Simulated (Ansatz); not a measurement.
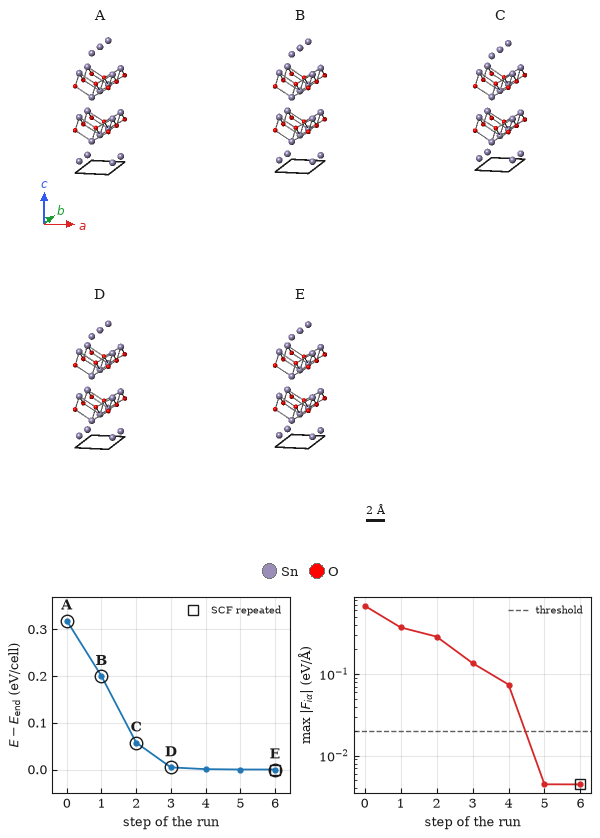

Frames of a relaxation of a slab of composition Sn₃O₂ (cut from the P4/nmm phase), marked on the history of the run. Style: ball-and-stick. Shown: the 1 × 2 repeat of the cell, outlined in the plane, without the vacuum, slightly off an axis.

Case: (0 0 1) slab, atoms relaxed. The slab is the (0 0 1) face of SnO.

These are results of Ansatz, DFT PBE, scalar-relativistic, plane waves, PAW, not measurements. Set-up: plane-wave cutoff 420 eV; k-point mesh 9 × 9 × 1; occupations gaussian; smearing width 0.05 eV; no spin polarisation; dipole correction; atoms relaxed in a fixed cell; force threshold 0.02 eV/Å; at most 60 steps.

Question: Describe the path.

Answer: The largest moves relative to the layer's centre, 0.57 Å, are those of Sn atoms. By element the largest moves are Sn 0.57 Å, O 0.02 Å. The cell stays as it was. Some distances before and after: O–Sn 2.255 → 2.274 Å. Over 5 accepted moves (6 points after the start) the energy falls by 0.319 eV per cell of the calculation. The largest force component goes from 0.69 to 0.0045 eV/Å. 1 step only repeated the SCF at the same geometry. From step 0 to 1: Sn atoms move most (0.13 Å), energy −0.119 eV per cell of the calculation. From step 1 to 2: Sn atoms move most (0.20 Å), energy −0.142 eV per cell of the calculation. From step 2 to 3: Sn atoms move most (0.17 Å), energy −53.0 meV per cell of the calculation. From step 3 to 6: Sn atoms move most (0.08 Å), energy −4.6 meV per cell of the calculation.

```tsv
step	E − E(0), meV/atom	largest force component, eV/Å	note
0	0.00	0.6871	
1	-11.88	0.3726	
2	-26.12	0.2873	
3	-31.42	0.1362	
4	-31.80	0.0744	
5	-31.88	0.0045	
6	-31.88	0.0045	same geometry, SCF repeated
```
